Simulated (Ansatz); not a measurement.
# Single-point calculation of SnSe2 (part 2 of 2)

Continued. System: SnSe2 (slab, 12 atoms in the cell). Method: DFT PBE+D3(BJ), scalar-relativistic, plane waves, PAW, no spin polarisation (Ansatz 0.2.0); cutoff 420 eV, 3×3×1 k-mesh, Gaussian smearing of 0.05 eV. The structure derives from an entry of the Crystallography Open Database. It belongs to a series of runs on one base structure; here: the slab at its places in the relaxed adsorbed structure.

Geometry of the input (Å; fractional positions):
```
7.6781  0.0000  0.0000
-3.8390  6.6494  0.0000
0.0000  0.0000  21.1880
Se 0.3333  0.1667  0.3776
Se 0.3333  0.6667  0.3776
Se 0.8333  0.1667  0.3776
Se 0.8333  0.6667  0.3776
Sn -0.0003  -0.0002  0.4529
Sn 0.0003  0.4999  0.4537
Sn 0.4984  -0.0036  0.4521
Sn 0.4998  0.4998  0.4530
Se 0.1672  0.3321  0.5281
Se 0.1684  0.8354  0.5282
Se 0.6641  0.3283  0.5280
Se 0.6659  0.8333  0.5279
```

Output, continued
```
  k-point 1: bands = ["-48.6873", "-48.6867", "-48.6843", "-48.6842", "-48.6749", "-48.6746", "-48.6731", "-48.6729", "-48.6631", "-48.6587", "-48.6571", "-48.6565", "-48.6528", "-48.6528", "-48.6503", "-48.6489", "-48.6476", "-48.6470", "-48.6460", "-48.6455", "-48.6377", "-48.6373", "-48.6371", "-48.6368", "-48.6366", "-48.6356", "-48.6352", "-48.6349", "-48.6281", "-48.6265", "-48.6172", "-48.6109", "-48.6102", "-48.6097", "-48.6086", "-48.6083", "-48.6063", "-48.5998", "-48.5986", "-48.5965", "-23.1747", "-23.1729", "-23.1699", "-23.1490", "-23.1310", "-23.1289", "-23.1255", "-23.1176", "-23.1134", "-23.1118", "-23.1074", "-23.1007", "-23.0970", "-23.0946", "-23.0881", "-23.0842", "-23.0828", "-23.0791", "-23.0774", "-23.0692", "-15.1961", "-14.5246", "-14.0335", "-14.0292", "-13.9733", "-13.6405", "-13.5341", "-13.5201", "-8.8336", "-8.8172", "-8.3676", "-7.7005", "-5.9991", "-5.9921", "-5.7438", "-4.9979", "-4.9926", "-4.3932", "-4.3674", "-4.2297", "-4.1418", "-3.8847", "-3.2321", "-3.1111", "-3.0136", "-3.0064", "-2.9303", "-2.7186", "-2.5401", "-2.5260", "-2.2059", "-2.0021", "-0.6916", "-0.3479", "-0.3137", "0.2350", "1.8558", "2.1832", "2.9266", "2.9362", "2.9604", "3.1456", "3.2769", "3.3015", "3.4143", "3.7026", "3.8373", "3.8614", "3.8678", "4.1581", "4.3208"]
  k-point 2: bands = ["-48.6873", "-48.6867", "-48.6843", "-48.6842", "-48.6749", "-48.6746", "-48.6731", "-48.6729", "-48.6631", "-48.6587", "-48.6571", "-48.6565", "-48.6528", "-48.6528", "-48.6503", "-48.6489", "-48.6476", "-48.6470", "-48.6460", "-48.6455", "-48.6377", "-48.6372", "-48.6370", "-48.6368", "-48.6367", "-48.6356", "-48.6352", "-48.6349", "-48.6281", "-48.6265", "-48.6172", "-48.6109", "-48.6102", "-48.6097", "-48.6086", "-48.6083", "-48.6063", "-48.5998", "-48.5986", "-48.5965", "-23.1743", "-23.1724", "-23.1709", "-23.1493", "-23.1307", "-23.1280", "-23.1259", "-23.1180", "-23.1131", "-23.1110", "-23.1084", "-23.1015", "-23.0971", "-23.0935", "-23.0886", "-23.0850", "-23.0830", "-23.0798", "-23.0750", "-23.0699", "-15.1962", "-14.5241", "-14.0339", "-14.0319", "-13.9731", "-13.6421", "-13.5300", "-13.5190", "-8.8400", "-8.8227", "-8.3598", "-7.6991", "-6.0001", "-5.9929", "-5.7435", "-4.9994", "-4.9921", "-4.3859", "-4.3692", "-4.2220", "-4.1369", "-3.8892", "-3.2307", "-3.1175", "-3.0148", "-3.0035", "-2.9285", "-2.7224", "-2.5361", "-2.5220", "-2.2094", "-2.0043", "-0.6966", "-0.3441", "-0.3206", "0.2302", "1.8547", "2.1776", "2.9171", "2.9295", "2.9500", "3.1550", "3.2943", "3.3163", "3.4087", "3.7078", "3.8372", "3.8604", "3.8664", "4.1559", "4.3192"]
  k-point 4: bands = ["-48.6873", "-48.6867", "-48.6843", "-48.6842", "-48.6749", "-48.6746", "-48.6731", "-48.6729", "-48.6631", "-48.6587", "-48.6571", "-48.6565", "-48.6528", "-48.6528", "-48.6503", "-48.6489", "-48.6476", "-48.6470", "-48.6460", "-48.6455", "-48.6377", "-48.6372", "-48.6370", "-48.6368", "-48.6367", "-48.6356", "-48.6352", "-48.6349", "-48.6281", "-48.6265", "-48.6172", "-48.6109", "-48.6102", "-48.6097", "-48.6086", "-48.6083", "-48.6063", "-48.5998", "-48.5986", "-48.5965", "-23.1742", "-23.1723", "-23.1712", "-23.1494", "-23.1305", "-23.1273", "-23.1265", "-23.1181", "-23.1130", "-23.1101", "-23.1092", "-23.1017", "-23.0973", "-23.0931", "-23.0883", "-23.0858", "-23.0830", "-23.0798", "-23.0737", "-23.0706", "-15.1962", "-14.5243", "-14.0369", "-14.0295", "-13.9730", "-13.6437", "-13.5268", "-13.5195", "-8.8369", "-8.8306", "-8.3567", "-7.6985", "-5.9979", "-5.9958", "-5.7434", "-4.9987", "-4.9933", "-4.3823", "-4.3726", "-4.2175", "-4.1346", "-3.8908", "-3.2298", "-3.1204", "-3.0097", "-3.0069", "-2.9287", "-2.7235", "-2.5306", "-2.5245", "-2.2099", "-2.0062", "-0.6992", "-0.3352", "-0.3305", "0.2283", "1.8546", "2.1754", "2.9150", "2.9283", "2.9420", "3.1587", "3.3048", "3.3185", "3.4077", "3.7085", "3.8397", "3.8557", "3.8675", "4.1553", "4.3194"]
```

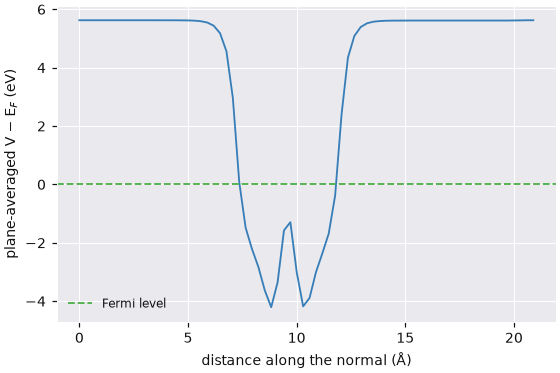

**Figure 1.** Plane average of the electrostatic potential energy of an electron across the cell, from the Fermi level. The vacuum level lies 5.62 eV above the Fermi level.

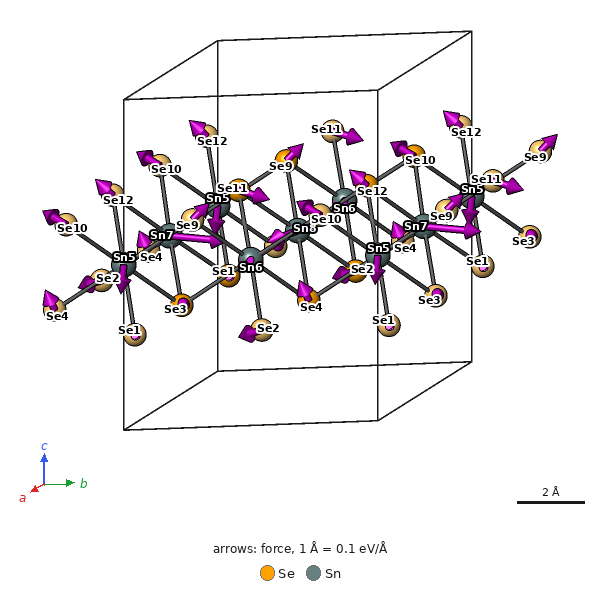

**Figure 2.** Forces on the atoms as pink arrows (ball-and-stick view of the cell of the calculation, with the vacuum cut short, seen slightly off an axis; neighbours outside the cell are drawn fainter; atoms are numbered from 1 in the order of the input). The largest act on Sn7 (0.18 eV/Å); Sn8 (0.12 eV/Å); Sn6 (0.11 eV/Å); Se11 (0.11 eV/Å), among others. The geometry is not a stationary point of this energy.

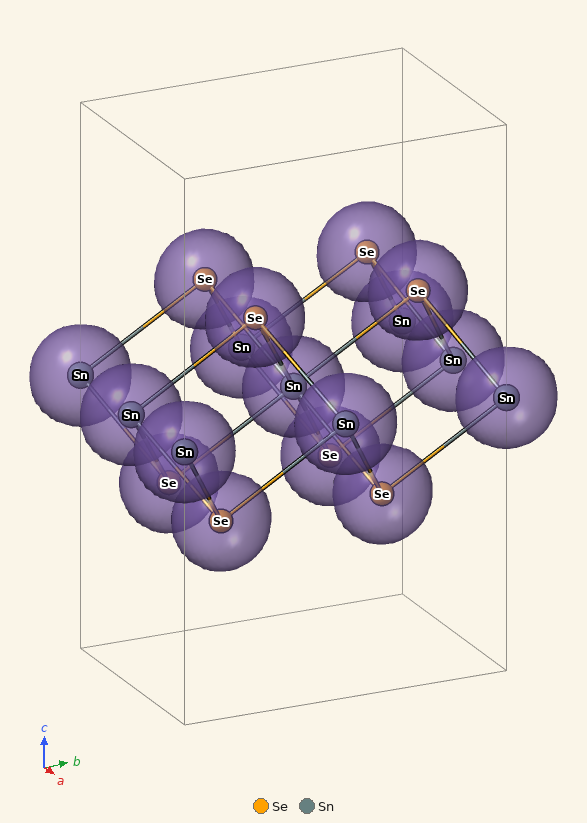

**Figure 3.** Isosurface of the valence charge density (pseudo) at 0.8 e/Å³ (purple), seen slightly off an axis. Sticks mark near contacts. At this value the density breaks into separate islands; it holds about 70 % of the electrons treated as valence (semicore included). It is pinched off along the Sn–Se (2.70 Å) and Sn–Se (2.74 Å) contacts. On the grid the lowest density along these lines, outside the cores, is 0.39 e/Å³ (Sn–Se, 2.70 Å) and 0.37 e/Å³ (Sn–Se, 2.74 Å). The fields are those of the smooth PAW valence density.

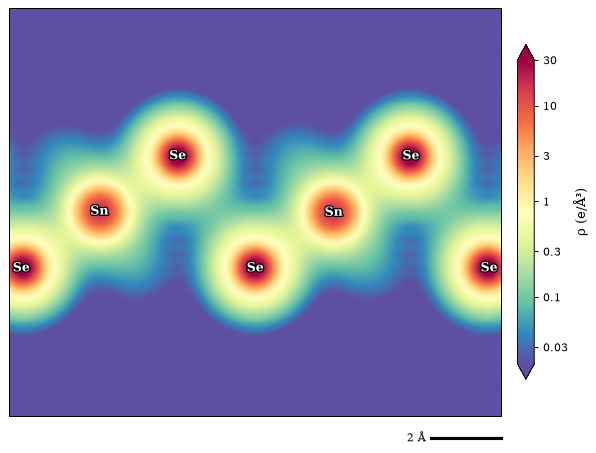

**Figure 4.** Valence electron density on the (110) plane of the calculation cell, a cut from vacuum to vacuum. Sn–Se (2.73 Å): the density is about 0.38 e/Å³ at the midpoint. Sn–Se (2.74 Å): ρ at the midpoint is about 0.38 e/Å³. The density dies away to nearly zero in the vacuum.

Results in brief

| quantity | value |
| --- | --- |
| outcome | converged |
| electrons treated | 184 |
| free energy | −67856.4850 eV |
| work function, top face | 5.62 eV |
| work function, bottom face | 5.63 eV |
| Fermi energy | −1.622 eV |
| gap on the k-point mesh | 0.76 eV |
| work function (upper face) | 5.62 eV |
| largest force (length of the vector) | 0.184 eV/Å |
| hardware | 4 threads of Intel Xeon (Granite Rapids), 32 GiB of memory available, shared host |
| wall time | 12 s (CPU time 46 s) |
| peak memory | 2.5 GiB |
